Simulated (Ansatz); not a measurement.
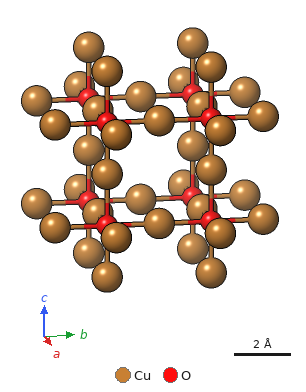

Starting structure of crystalline Cu3O (a generated structure, set up in Pm-3m) (coarse preliminary run). Style: ball-and-stick. Shown: the cell of the calculation, slightly off an axis.

Theory: DFT PBE, scalar-relativistic, plane waves, PAW in Ansatz.

The input:
```yaml
crystal:
  lattice:
    - [3.78178969, 0.0, 0.0]
    - [0.0, 3.78178969, 0.0]
    - [0.0, 0.0, 3.78178969]
  atoms:
    - { symbol: Cu, position: [0.5, 0.0, 0.0], spin: -1.0 }
    - { symbol: Cu, position: [0.0, 0.5, 0.0], spin: -1.0 }
    - { symbol: Cu, position: [0.0, 0.0, 0.5], spin: 1.0 }
    - { symbol: O, position: [0.0, 0.0, 0.0] }
basis:
  ecutwfc: 420
kpoints:
  mp_grid: { grid: [4, 4, 4] }
hamiltonian:
  xc: pbe
scf:
  occupations: { method: gaussian, width: 0.1 }
  lower_state_search: "off"
output:
  forces: true
  stress: true
  eigenvalues: true
  populations: true
magnetization:
  spin_polarized: true
relax:
  adjacent_minimum: "off"
  f_tol: 0.04
  max_steps: 70
  cell: { stress_tol: 0.4 }
```

Command:
```bash
ansatz run input.yaml --threads 1 --pin off --max-ram 2560MiB --backend cpu --events-out ev --progress --plain --runs-dir out
```

Where does the relaxation end?

Answer. No atom moves by more than 0.005 Å relative to the cell. The volume changes by +15.7 %, with a = b = c 3.782 → 3.970 Å (+5.0 %). Near-neighbour distances that change, for instance: Cu1–O4 1.891 → 1.985 Å. The space group stays Pm-3m (No. 221). The energy falls by 75.2 meV per atom in 4 accepted moves (6 points after the start). All forces vanish by symmetry, so only the cell relaxes. The pressure goes from 14.07 to 0.01 GPa. The SCF was repeated twice at an unchanged geometry on a basis and grid sized afresh for the cell, which shifted the energy by 6.3 meV per atom at most. The program noted that the starting moments weren't kept. Cost: 96 s on 1 thread of AMD EPYC (Zen 3), on a shared host, peak memory 0.4 GiB.

History of the run:

```
step  E − E(0), meV/atom  pressure, GPa  volume, Å³/atom                      note
   0                0.00          14.07           13.522                          
   1              -41.90           8.04           14.155                          
   2              -67.04           1.76           15.098                          
   3              -68.52           0.11           15.467                          
   4              -74.83           0.69           15.467  same geometry, new basis
   5              -74.88           0.01           15.641                          
   6              -75.21           0.01           15.641  same geometry, new basis
```

Final geometry:

```xyz
4
Lattice="3.9699 0.0000 0.0000 0.0000 3.9699 0.0000 0.0000 0.0000 3.9699" Properties=species:S:1:pos:R:3 pbc="T T T"
Cu    1.9849    3.9699    3.9699
Cu    3.9699    1.9849    3.9699
Cu    3.9699    3.9699    1.9849
O     3.9699    3.9699    3.9699
```

The end point in the same view:

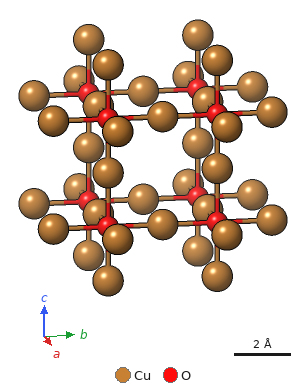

Limits of the set-up: the k-point mesh is coarse for a cell with partly filled bands.
